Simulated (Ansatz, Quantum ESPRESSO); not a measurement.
# Band line-up of the AlN/SiC(110) superlattice, 7 + 7 layers, a = 4.302 Å, part 6 of 8

Wanted: the band alignment of the AlN/SiC(110) superlattice, 7 + 7 layers, a = 4.302 Å.

Quantum ESPRESSO 7.5; plane-wave DFT, LDA, GBRV ultrasoft pseudopotentials; geometry and cross-check by Ansatz 0.2.0 with PAW datasets.

So far. Step 6 (Planar and running averages of bulk AlN): In a crystal the running mean should be flat; that of average.x keeps a ripple of 0.24 eV. The line-up therefore uses an exact Fourier window on the same potential. Step 10 (Macroscopic average of bulk SiC): In a crystal the running mean should be flat; that of average.x keeps a ripple of 0.24 eV. The line-up therefore uses an exact Fourier window on the same potential.

**11. Ground state of the superlattice**

The superlattice gives the step of the mean potential between the two crystals; (110) layers are neutral, so no field builds up.

System of this step: AlN/SiC(110) superlattice, 7 + 7 layers, a = 4.302 Å. The cell holds 28 atoms: 7 Al, 7 N, 7 Si and 7 C. Its edges and angles: a = 4.302 Å, b = 3.042 Å, c = 21.294 Å, α = 90.0°, β = 90.0°, γ = 90.0°. Regions: AlN, 14 atoms (7 Al and 7 N); SiC, 14 atoms (7 Si and 7 C). The structure's axis is c.

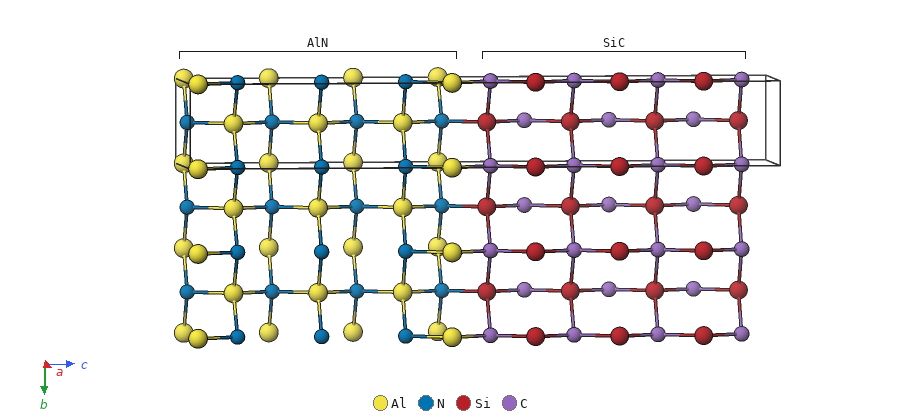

The cell of this step (aluminium yellow, nitrogen blue, silicon red, carbon purple). 1×3×1 cells are drawn. Some periodic images of atoms are drawn too.

File ab.in:

```
&control
  prefix = 'ab'
  outdir = './out'
  pseudo_dir = './pseudo'
  calculation = 'scf'
  tprnfor = .true.
/
&system
  ibrav = 0
  nat = 28
  ntyp = 4
  ecutwfc = 40
  ecutrho = 200
  occupations = 'smearing'
  smearing = 'fd'
  degauss = 0.002
/
&electrons
  conv_thr = 1e-07
  mixing_beta = 0.5
  electron_maxstep = 120
/
ATOMIC_SPECIES
  Al  26.9815  al_lda_v1.uspp.F.UPF
  N   14.0070  n_lda_v1.2.uspp.F.UPF
  Si  28.0850  si_lda_v1.uspp.F.UPF
  C   12.0110  c_lda_v1.2.uspp.F.UPF
CELL_PARAMETERS angstrom
  4.30200000000000 0.00000000000000 0.00000000000000
  0.00000000000000 3.04197337270000 0.00000000000000
  0.00000000000000 0.00000000000000 21.29381360870000
ATOMIC_POSITIONS crystal
  Al  0.008056677636 -0.000000000000 -0.001104017667
  N   0.267418597532 0.500000000000 -0.001491487500
  Al  0.518762632119 0.500000000000 0.070857340142
  N   0.768292328323 0.000000000000 0.071811133981
  Al  0.018396668292 -0.000000000000 0.142852196011
  N   0.268672463327 0.500000000000 0.142461882429
  Al  0.518450918186 0.500000000000 0.214285714286
  N   0.768645989652 0.000000000000 0.214285714286
  Al  0.018396668292 0.000000000000 0.285719232561
  N   0.268672463327 0.500000000000 0.286109546143
  Al  0.518762632119 0.500000000000 0.357714088429
  N   0.768292328323 -0.000000000000 0.356760294590
  Al  0.008056677636 0.000000000000 0.429675446238
  N   0.267418597532 0.500000000000 0.430062916072
  Si  0.491771455227 0.500000000000 0.500971463321
  C   0.730664035939 0.000000000000 0.501417062718
  Si  -0.018435763977 0.000000000000 0.571800326062
  C   0.231502624519 0.500000000000 0.570927565971
  Si  0.482331808802 0.500000000000 0.642816537311
  C   0.732232388643 0.000000000000 0.643160677820
  Si  -0.018238380626 -0.000000000000 0.714285714286
  C   0.231809640023 0.500000000000 0.714285714286
  Si  0.482331808802 0.500000000000 0.785754891260
  C   0.732232388643 -0.000000000000 0.785410750752
  Si  -0.018435763977 -0.000000000000 0.856771102509
  C   0.231502624519 0.500000000000 0.857643862600
  Si  0.491771455227 0.500000000000 0.927599965251
  C   0.730664035939 -0.000000000000 0.927154365853
K_POINTS automatic
  6 8 1 0 0 0
```

Command:

```sh
> OMP_NUM_THREADS=1 mpirun -n 2 pw.x -nk 2 -in ab.in > ab.out
```

Log:

```text
[banner, memory and clock lines left out]
Program PWSCF v.7.5 starts

          URL

     Message from routine setup:
     using ibrav=0 with symmetry is DISCOURAGED, use correct ibrav instead

     G-vector sticks info

     bravais-lattice index     =            0
     lattice parameter (alat)  =       8.1296  a.u.
     unit-cell volume          =    1880.5109 (a.u.)^3
     number of atoms/cell      =           28
     number of atomic types    =            4
     number of electrons       =       112.00
     number of Kohn-Sham states=           67
     kinetic-energy cutoff     =      40.0000  Ry
     charge density cutoff     =     200.0000  Ry
     scf convergence threshold =      1.0E-07
     mixing beta               =       0.5000
     number of iterations used =            8  plain     mixing
     Exchange-correlation= SLA  PZ   NOGX NOGC
                           (   1   1   0   0   0   0   0)

     celldm(1)=   8.129602  celldm(2)=   0.000000  celldm(3)=   0.000000
     celldm(4)=   0.000000  celldm(5)=   0.000000  celldm(6)=   0.000000

     crystal axes: (cart. coord. in units of alat)
               a(1) = (   1.000000   0.000000   0.000000 )
               a(2) = (   0.000000   0.707107   0.000000 )
               a(3) = (   0.000000   0.000000   4.949747 )

     reciprocal axes: (cart. coord. in units 2 pi/alat)
               b(1) = (  1.000000  0.000000  0.000000 )
               b(2) = (  0.000000  1.414214  0.000000 )
               b(3) = (  0.000000  0.000000  0.202031 )

     PseudoPot. # 1 for Al read from file:
     ./pseudo/al_lda_v1.uspp.F.UPF
     Pseudo is Ultrasoft + core correction, Zval =  3.0
     Generated by new atomic code, or converted to UPF format
     Using radial grid of  893 points,  3 beta functions with:
                l(1) =   0
                l(2) =   1
                l(3) =   2
     Q(r) pseudized with  8 coefficients,  rinner =    0.900   0.900   0.900
                                                       0.900   0.900

     PseudoPot. # 2 for N  read from file:
     ./pseudo/n_lda_v1.2.uspp.F.UPF
     Pseudo is Ultrasoft + core correction, Zval =  5.0
     Generated by new atomic code, or converted to UPF format
     Using radial grid of  729 points,  4 beta functions with:
                l(1) =   0
                l(2) =   0
                l(3) =   1
                l(4) =   1
     Q(r) pseudized with  8 coefficients,  rinner =    0.900   0.900   0.900

     PseudoPot. # 3 for Si read from file:
     ./pseudo/si_lda_v1.uspp.F.UPF
     Pseudo is Ultrasoft + core correction, Zval =  4.0
     Generated by new atomic code, or converted to UPF format
     Using radial grid of  899 points,  6 beta functions with:
                l(1) =   0
                l(2) =   0
                l(3) =   1
                l(4) =   1
                l(5) =   2
                l(6) =   2
     Q(r) pseudized with  8 coefficients,  rinner =    0.900   0.900   0.900
                                                       0.900   0.900

     PseudoPot. # 4 for C  read from file:
     ./pseudo/c_lda_v1.2.uspp.F.UPF
     Pseudo is Ultrasoft + core correction, Zval =  4.0
     Generated by new atomic code, or converted to UPF format
     Using radial grid of  721 points,  4 beta functions with:
                l(1) =   0
                l(2) =   0
                l(3) =   1
                l(4) =   1
     Q(r) pseudized with  8 coefficients,  rinner =    1.100   1.100   1.100

     atomic species   valence    mass     pseudopotential
     Al                3.00    26.98150     Al( 1.00)
     N                 5.00    14.00700     N ( 1.00)
     Si                4.00    28.08500     Si( 1.00)
     C                 4.00    12.01100     C ( 1.00)

      2 Sym. Ops. (no inversion) found

   Cartesian axes

     site n.     atom                  positions (alat units)
         1        Al     tau(   1) = (   0.0080567   0.0000000  -0.0054646  )
         2        N      tau(   2) = (   0.2674186   0.3535534  -0.0073825  )
         3        Al     tau(   3) = (   0.5187626   0.3535534   0.3507259  )
         4        N      tau(   4) = (   0.7682923   0.0000000   0.3554470  )
         5        Al     tau(   5) = (   0.0183967   0.0000000   0.7070823  )
         6        N      tau(   6) = (   0.2686725   0.3535534   0.7051503  )
         7        Al     tau(   7) = (   0.5184509   0.3535534   1.0606602  )
         8        N      tau(   8) = (   0.7686460   0.0000000   1.0606602  )
         9        Al     tau(   9) = (   0.0183967   0.0000000   1.4142380  )
        10        N      tau(  10) = (   0.2686725   0.3535534   1.4161700  )
        11        Al     tau(  11) = (   0.5187626   0.3535534   1.7705944  )
        12        N      tau(  12) = (   0.7682923   0.0000000   1.7658734  )
        13        Al     tau(  13) = (   0.0080567   0.0000000   2.1267850  )
        14        N      tau(  14) = (   0.2674186   0.3535534   2.1287028  )
        15        Si     tau(  15) = (   0.4917715   0.3535534   2.4796822  )
        16        C      tau(  16) = (   0.7306640   0.0000000   2.4818878  )
        17        Si     tau(  17) = (  -0.0184358   0.0000000   2.8302672  )
        18        C      tau(  18) = (   0.2315026   0.3535534   2.8259473  )
        19        Si     tau(  19) = (   0.4823318   0.3535534   3.1817795  )
        20        C      tau(  20) = (   0.7322324   0.0000000   3.1834829  )
        21        Si     tau(  21) = (  -0.0182384   0.0000000   3.5355339  )
        22        C      tau(  22) = (   0.2318096   0.3535534   3.5355339  )
        23        Si     tau(  23) = (   0.4823318   0.3535534   3.8892883  )
        24        C      tau(  24) = (   0.7322324   0.0000000   3.8875849  )
        25        Si     tau(  25) = (  -0.0184358   0.0000000   4.2408006  )
        26        C      tau(  26) = (   0.2315026   0.3535534   4.2451205  )
        27        Si     tau(  27) = (   0.4917715   0.3535534   4.5913856  )
        28        C      tau(  28) = (   0.7306640   0.0000000   4.5891800  )

     number of k points=    20  Fermi-Dirac smearing, width (Ry)=  0.0020
                       cart. coord. in units 2pi/alat
        k(    1) = (   0.0000000   0.0000000   0.0000000), wk =   0.0416667
        k(    2) = (   0.0000000   0.1767767   0.0000000), wk =   0.0833333
        k(    3) = (   0.0000000   0.3535534   0.0000000), wk =   0.0833333
        k(    4) = (   0.0000000   0.5303301   0.0000000), wk =   0.0833333
        k(    5) = (   0.0000000  -0.7071068   0.0000000), wk =   0.0416667
[...]
13.4790  13.5388  13.7518  13.9653  14.0063  14.2357  14.2443  14.5000
    14.5244  14.7790  14.8191

          k = 0.3333 0.5303 0.0000 (  8038 PWs)   bands (ev):

    -5.9176  -5.8328  -5.5312  -5.1618  -5.0736  -4.8087  -4.8001  -3.5901
    -2.9934  -2.1866  -2.0865  -1.6915  -1.3192  -1.1999   1.0859   1.3753
     1.7078   2.0792   2.0842   2.3097   2.4845   2.5845   2.6113   2.6686
     2.8444   2.9377   3.1030   3.1430   3.6612   3.6640   3.9247   4.0390
     4.6332   4.7000   5.2009   5.2436   5.4146   5.5770   5.7119   5.7525
     6.0034   6.1085   6.3023   6.4019   6.5566   6.5662   6.6240   6.7278
     6.9083   7.0822   7.1900   7.4685   7.5846   7.7189   8.1977   8.3166
    12.9333  12.9499  13.3383  13.4238  13.4600  13.4941  14.1047  14.2060
    14.5388  14.7650  14.8469

          k = 0.3333-0.7071 0.0000 (  8054 PWs)   bands (ev):

    -5.6068  -5.5822  -5.2670  -5.1160  -5.0011  -4.7464  -4.6962  -2.5657
    -2.5102  -2.0761  -1.9437  -1.3808  -1.2206  -0.8862   1.0817   1.1771
     1.2597   1.4918   1.5952   1.7405   1.9080   1.9924   2.0340   2.3247
     2.4064   2.7455   2.8424   3.0170   4.0174   4.1381   4.3641   4.4425
     4.4748   4.6742   5.0075   5.0963   5.1651   5.2910   5.3576   5.4793
     5.9922   6.0568   6.3683   6.3696   6.4163   6.4254   6.4964   6.6068
     6.7775   6.9929   7.3043   7.3897   7.4725   7.7310   7.8002   8.2859
    12.8160  12.9617  13.0650  13.3301  13.3583  13.4221  13.4875  13.6074
    14.5621  14.6197  14.7499

          k =-0.5000 0.0000 0.0000 (  8048 PWs)   bands (ev):

    -6.5682  -6.5235  -6.2609  -6.0450  -5.9310  -5.5737  -5.5250  -4.4832
    -4.3897  -3.9869  -3.7421  -3.2518  -2.9521  -2.6637   0.8083   1.0319
     1.3060   1.5274   2.4207   2.4460   2.6940   2.7783   4.0422   4.2318
     4.3178   4.5133   5.4306   5.5932   6.3589   6.4232   6.4521   6.5068
     6.5744   6.6010   6.6476   6.7012   6.7083   6.7441   6.8978   6.9342
     6.9498   6.9645   7.4163   7.4645   7.4948   7.6482   7.6657   7.6860
     7.8220   7.9567   7.9594   8.0281   8.1340   8.1631   8.1912   8.2692
    13.3587  13.6106  13.8899  14.0982  14.2003  14.2223  14.7216  14.9032
    14.9478  15.0063  15.1653

          k =-0.5000 0.1768 0.0000 (  8056 PWs)   bands (ev):

    -6.4458  -6.4034  -6.1360  -5.9271  -5.8127  -5.4668  -5.4177  -4.2894
    -4.1986  -3.7954  -3.5588  -3.0657  -2.7747  -2.4850   0.9932   1.2191
     1.4865   1.7133   2.5426   2.5775   2.8019   2.8995   3.8512   3.9795
     4.1693   4.3626   4.8549   4.9725   5.7066   5.7540   5.9261   5.9866
     6.0237   6.0255   6.2051   6.3081   6.4679   6.5708   6.6601   6.7032
     6.8000   6.8106   6.9089   6.9613   7.0006   7.0245   7.2353   7.3397
     7.5863   7.7214   8.0873   8.1023   8.1367   8.1487   8.2910   8.3067
    13.8466  14.1164  14.4468  14.6378  14.7407  14.8137  15.2119  15.2945
    15.3251  15.4184  15.6461

          k =-0.5000 0.3536 0.0000 (  8026 PWs)   bands (ev):

    -6.1220  -6.0862  -5.8038  -5.6153  -5.5002  -5.1872  -5.1375  -3.7294
    -3.6472  -3.2419  -3.0308  -2.5292  -2.2672  -1.9738   1.5111   1.7374
     1.9869   2.2406   2.6922   2.8267   2.8671   2.9107   2.9798   3.1262
     3.2828   3.3196   3.3481   3.4707   4.5556   4.6081   4.7970   4.8877
     5.0202   5.1061   5.3041   5.3834   5.5509   5.6946   5.8865   5.9835
     6.5039   6.5227   6.7559   6.7965   6.8342   6.8661   6.9843   7.0253
     7.4381   7.5464   7.7368   7.8947   8.0399   8.0635   8.2968   8.3074
    14.4206  14.4565  14.4653  14.5988  14.7107  14.9303  14.9367  15.0025
    15.0211  15.2171  15.3837

          k =-0.5000 0.5303 0.0000 (  8032 PWs)   bands (ev):

    -5.7454  -5.7182  -5.4124  -5.2523  -5.1375  -4.8688  -4.8188  -2.9148
    -2.8473  -2.4356  -2.2701  -1.7509  -1.5496  -1.2498   1.4461   1.5317
     1.6350   1.8092   1.8948   1.9412   2.1204   2.2192   2.2757   2.5073
     2.5502   2.7866   2.9003   3.0410   3.7752   3.7939   4.0370   4.1354
     4.2918   4.4781   4.7245   4.8019   5.6039   5.6805   5.7017   5.7968
     6.0084   6.1281   6.2645   6.5544   6.6268   6.6818   6.7462   6.7848
     7.2315   7.2795   7.4177   7.5977   7.9660   8.0299   8.2031   8.2682
    13.8810  13.9898  14.1675  14.3962  14.4027  14.4259  14.5086  14.5758
    14.9278  15.2899  15.3839

          k =-0.5000-0.7071 0.0000 (  8064 PWs)   bands (ev):

    -5.5683  -5.5455  -5.2257  -5.0808  -4.9670  -4.7218  -4.6721  -2.3766
    -2.3224  -1.8973  -1.7780  -1.2320  -1.1030  -0.7930   0.6085   0.6822
     0.8782   1.0492   1.3004   1.4366   1.7762   1.8431   1.8741   2.1033
     2.4277   2.8691   3.1140   3.2521   3.6168   3.7942   4.0303   4.1294
     4.4862   4.7227   4.8710   4.9732   5.0370   5.0481   5.1002   5.4221
     6.0925   6.1532   6.2607   6.3485   6.4218   6.4747   6.5839   6.9269
     6.9806   7.3021   7.3516   7.6068   7.6837   8.0091   8.1856   8.2987
    13.6856  13.8187  14.0029  14.3280  14.3882  14.4424  14.5644  14.6723
    14.6830  15.0981  15.2901

     the Fermi energy is     9.9861 ev

!    total energy              =    -337.50146938 Ry
     estimated scf accuracy    <       0.00000002 Ry
     smearing contrib. (-TS)   =      -0.00000000 Ry
     internal energy E=F+TS    =    -337.50146938 Ry

     The total energy is F=E-TS. E is the sum of the following terms:
     one-electron contribution =      36.46236789 Ry
     hartree contribution      =      54.96634834 Ry
     xc contribution           =    -126.09421064 Ry
     ewald contribution        =    -302.83597497 Ry

     convergence has been achieved in  12 iterations

     Forces acting on atoms (cartesian axes, Ry/au):

     atom    1 type  1   force =    -0.00068658    0.00000000   -0.00108610
     atom    2 type  2   force =     0.00078253    0.00000000   -0.00102715
     atom    3 type  1   force =    -0.00030670    0.00000000   -0.00026181
     atom    4 type  2   force =     0.00012602    0.00000000   -0.00008464
     atom    5 type  1   force =     0.00006044    0.00000000    0.00005138
     atom    6 type  2   force =     0.00007680    0.00000000    0.00000589
     atom    7 type  1   force =    -0.00007916    0.00000000   -0.00000468
     atom    8 type  2   force =    -0.00001650    0.00000000    0.00000117
     atom    9 type  1   force =     0.00006088    0.00000000   -0.00006392
     atom   10 type  2   force =     0.00007601    0.00000000   -0.00000402
     atom   11 type  1   force =    -0.00030786    0.00000000    0.00024801
     atom   12 type  2   force =     0.00012834    0.00000000    0.00008386
     atom   13 type  1   force =    -0.00068740    0.00000000    0.00108229
     atom   14 type  2   force =     0.00078272    0.00000000    0.00102376
     atom   15 type  3   force =     0.00018884    0.00000000    0.00040821
     atom   16 type  4   force =    -0.00025475    0.00000000    0.00063803
     atom   17 type  3   force =     0.00002035    0.00000000    0.00002601
     atom   18 type  4   force =     0.00003183    0.00000000    0.00005885
     atom   19 type  3   force =     0.00001141    0.00000000    0.00000625
     atom   20 type  4   force =    -0.00000129    0.00000000    0.00000313
     atom   21 type  3   force =    -0.00000530    0.00000000    0.00001100
     atom   22 type  4   force =     0.00000072    0.00000000   -0.00000429
     atom   23 type  3   force =     0.00001441    0.00000000    0.00001300
     atom   24 type  4   force =    -0.00000212    0.00000000   -0.00000851
     atom   25 type  3   force =     0.00002268    0.00000000   -0.00001264
     atom   26 type  4   force =     0.00002975    0.00000000   -0.00006106
     atom   27 type  3   force =     0.00019094    0.00000000   -0.00040138
     atom   28 type  4   force =    -0.00025704    0.00000000   -0.00064063

     Total force =     0.002895     Total SCF correction =     0.000361
     SCF correction compared to forces is large: reduce conv_thr to get better values

     XML data file, charge density, pseudopotentials, collected wavefunctions

                                        0.00s GPU  (     691 calls)
```

Wall time 3.2 min (2 MPI ranks of Arm Neoverse V2, shared host); peak memory 0.75 GiB; 6.3 min of CPU time.

Numbers from this step:

```
free energy  : -4591.9414 eV
Fermi energy : 9.986 eV
```

The program's own clock; routines nest. Time by routine:

| routine | wall time (s) | calls |
| --- | --- | --- |
| PWSCF | 189.1 | 1 |
| electrons | 178.6 | 1 |
| c_bands | 156.3 | 12 |
| cegterg | 145.6 | 120 |
| h_psi | 93.57 | 691 |
| fftw | 55.93 | 54374 |
| vloc_psi | 52.91 | 691 |
| calbec | 29.18 | 851 |
| add_vuspsi | 20.23 | 691 |
| h_psi:calbec | 20.2 | 691 |
| s_psi | 20.15 | 691 |
| sum_band | 19.72 | 12 |
| init_run | 7.34 | 1 |
| wfcinit | 6.72 | 1 |

The run needed 12 iterations to bring the estimated error under 1e-07 Ry; the largest force on any atom, held or free, is 0.03 eV/Å.

**12. Electrostatic potential of the superlattice**

File ab.pot.in:

```
&inputpp
  prefix = 'ab'
  outdir = './out'
  filplot = 'ab.pot.dat'
  plot_num = 11
/
```

Command:

```sh
> OMP_NUM_THREADS=1 mpirun -n 2 pp.x -in ab.pot.in > ab.pot.out
```

Log:

```text
[banner, memory and clock lines left out]
Program POST-PROC v.7.5 starts

          URL

     ./out/ab.save/

     IMPORTANT: XC functional enforced from input :
     Exchange-correlation= PZ
                           (   1   1   0   0   0   0   0)
     Any further DFT definition will be discarded
     Please, verify this is what you really want

     Calling punch_plot, plot_num =  11
     Writing data to file  ab.pot.dat
     Message from routine chdens:
     namelist plot not found or invalid, exiting
```

Run time: 1.2 s. Hardware: 2 MPI ranks; peak memory 0.2 GiB.

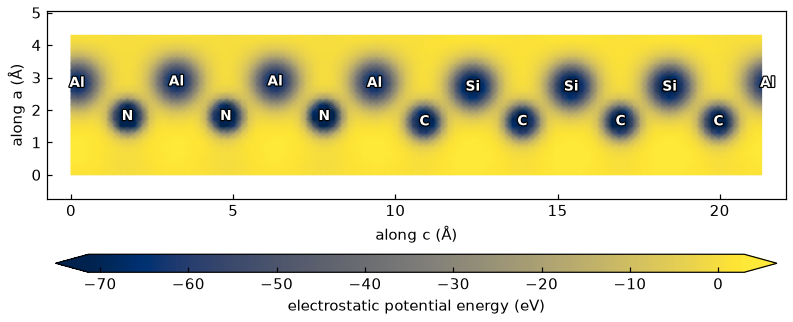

Electrostatic potential energy in the ca plane at fractional y = 0.000, with atoms of Al and N and C and Si within 0.2 Å of it. With pseudopotentials it is smooth inside the atoms' cores, unlike the true potential. The map starts off the cell's origin, so that atoms lie inside it.

(Continued in part 7 of 8.)

[Logs are printed without paths, hosts, clocks, repeated set-up lines and the standing remarks that a program may print on its own settings, such as how far it seeks lower states.]

[Hosts, paths, dates, database ids (printed as entryN), source tags and the programs' standing remarks are cut or masked in the printed files.]

[Maps of the electrostatic potential energy from Ansatz leave out the sawtooth potential of an applied field or a dipole correction, so their vacuum need not be flat; planar profiles and work functions include it.]
